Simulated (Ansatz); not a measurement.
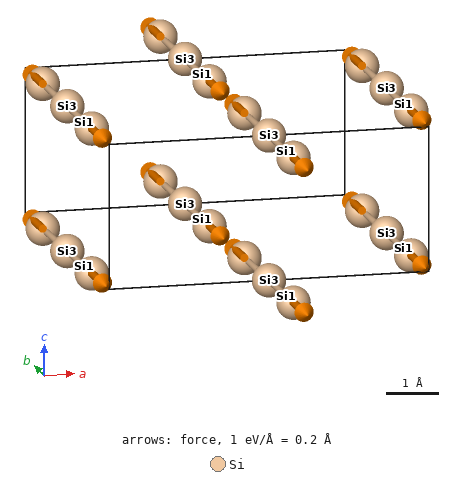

Starting geometry of solid Si (a generated structure, set up in Cmmm) (coarse preliminary run) with the computed forces as orange arrows. The picture is a ball-and-stick view of the conventional cell (2 times the calculation's cell), seen slightly off an axis. Lengths and directions refer to the drawn axes.

Level of theory: Ansatz 0.2.0, DFT PBE, scalar-relativistic, plane waves, PAW.

The input:
```yaml
crystal:
  lattice:
    - [3.22427411, -3.41598389, 0.0]
    - [3.22427411, 3.41598389, 0.0]
    - [0.0, 0.0, 2.91420091]
  atoms:
    - { symbol: Si, position: [0.79218531, 0.20781469, 0.0] }
    - { symbol: Si, position: [0.20781469, 0.79218531, 0.0] }
    - { symbol: Si, position: [0.5, 0.5, 0.0] }
basis:
  ecutwfc: 420
kpoints:
  mp_grid: { grid: [4, 4, 6] }
hamiltonian:
  xc: pbe
scf:
  occupations: { method: gaussian, width: 0.1 }
  lower_state_search: "off"
output:
  forces: true
  stress: true
  eigenvalues: true
relax:
  adjacent_minimum: "off"
  f_tol: 0.04
  max_steps: 70
  cell: { stress_tol: 0.4 }
```

Command:
```bash
ansatz run input.yaml --threads 1 --pin off --max-ram 2560MiB --backend cpu --events-out ev --progress --plain --runs-dir out
```

What follows when this structure is relaxed?

Answer. It isn't relaxed: the largest force vector, on Si atoms, is 5.96 eV/Å. The atoms end up moving mostly along the starting forces (cosine between the two patterns 1.00). The largest moves relative to the cell, 0.32 Å, are those of Si1 and Si2. Si1 goes along −b. The drawn cell changes as follows: a 6.449 → 4.635 Å (−28.1 %), b 6.832 → 7.859 Å (+15.0 %), c 2.914 → 2.461 Å (−15.6 %); the volume changes by −30.2 %. Near-neighbour distances that change, for instance: Si1–Si3 3.523 → 2.662 Å, Si1–Si3 (another image) 1.996 → 2.620 Å, Si1–Si2 3.275 → 2.662 Å, Si1–Si1 2.914 → 2.461 Å. The space group stays Cmmm (No. 65). The energy falls by 1229 meV per atom in 10 accepted moves (12 points after the start). The largest force component goes from 6 to 0.0015 eV/Å. Pressure: 9.42 GPa at the start and −0.03 GPa at the end. The line search rejected the trial step at point 9 of the run. At 1 point the geometry stayed and the basis and grid were re-selected for the new cell (energy shift of 0.3 meV per atom at most each time). The run took 13 s on 1 thread of Arm Neoverse V2, on a shared host, peak memory 0.3 GiB.
